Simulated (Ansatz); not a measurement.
## Electronic structure of C in real space

The calculation's input:

```
crystal:
  lattice:
    - [1.2331880975, 0.7119814801, 8.2826151019]
    - [-1.2331880975, 0.7119814801, 8.2826151019]
    - [0.0, -1.4239629601, 8.2826151019]
  atoms:
    - { symbol: C, position: [0.08717308, 0.08717308, 0.08717308] }
    - { symbol: C, position: [0.75385006, 0.75385006, 0.75385006] }
    - { symbol: C, position: [0.24614994, 0.24614994, 0.24614994] }
    - { symbol: C, position: [0.91282692, 0.91282692, 0.91282692] }
hamiltonian:
  xc: r2scan
  pseudopotentials: { kind: paw }
kpoints:
  mp_grid: { grid: [12, 12, 12] }
scf:
  occupations: { method: fermi_dirac, width: 0.05 }
output:
  forces: true
  stress: true
  eigenvalues: true
  write_density: true
  write_potential: true
  elf: true
  volumetric_format: npy
```

Command:

```sh
ansatz run input.yaml --threads 2 --pin off --max-ram 5632MiB --backend cpu --events-out ev --progress --plain --runs-dir out
```

Below, planes, directions and counts refer to the conventional cell (a = 2.47 Å, b = 2.47 Å, c = 24.85 Å, α = 90.00°, β = 90.00°, γ = 120.00°).

Space group R-3m; a structure from a database of computed crystals, not necessarily the ambient phase; computed pressure about −3 GPa in this cell.

Computed with Kohn-Sham DFT of a periodic cell, r2SCAN, Ansatz PAW in Ansatz 0.2.0.

The density is the valence pseudo-density of a PAW calculation; it isn't the true density close to the nuclei.

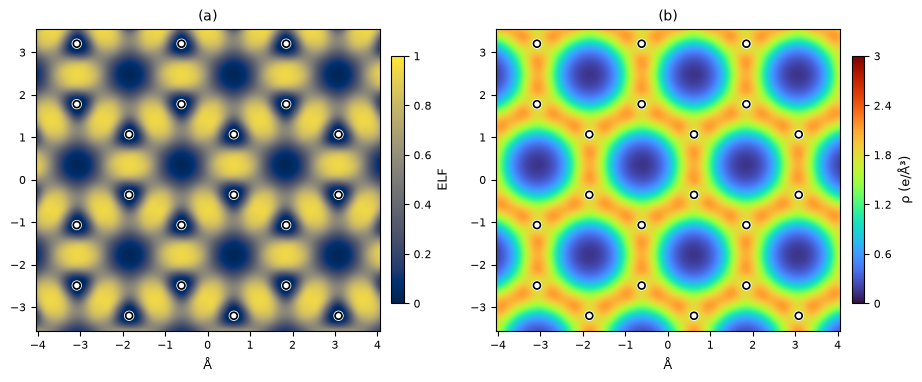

Figure 1. (a) ELF; (b) valence pseudo-density on the (001) plane of the conventional cell. Circles mark the nuclei in the plane (C).

What does the map show?

Answer.
- Atoms in the plane: C.
- C–C (1.42 Å): ρ is about 2 e/Å³ halfway; the ELF peaks at about 0.95 between the atoms, as expected for a covalent bond.
- Between the atoms the lowest density in this plane is 0.14 e/Å³.

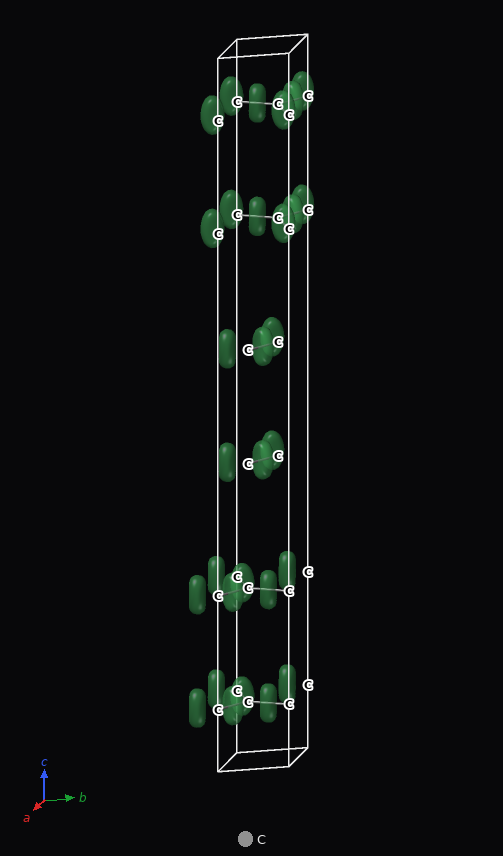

Figure 2. Isosurface of the ELF at 0.8 (green), seen slightly off an axis. Only the valence region is drawn (cores and ρ < 0.01 e/Å³ removed). Sticks mark near contacts.

Describe the localisation domains.

Answer. The ELF exceeds this value in 18 regions between bonded C–C atoms (shared pairs), counted in one cell of 12 atoms. Regions shared between cells count once.
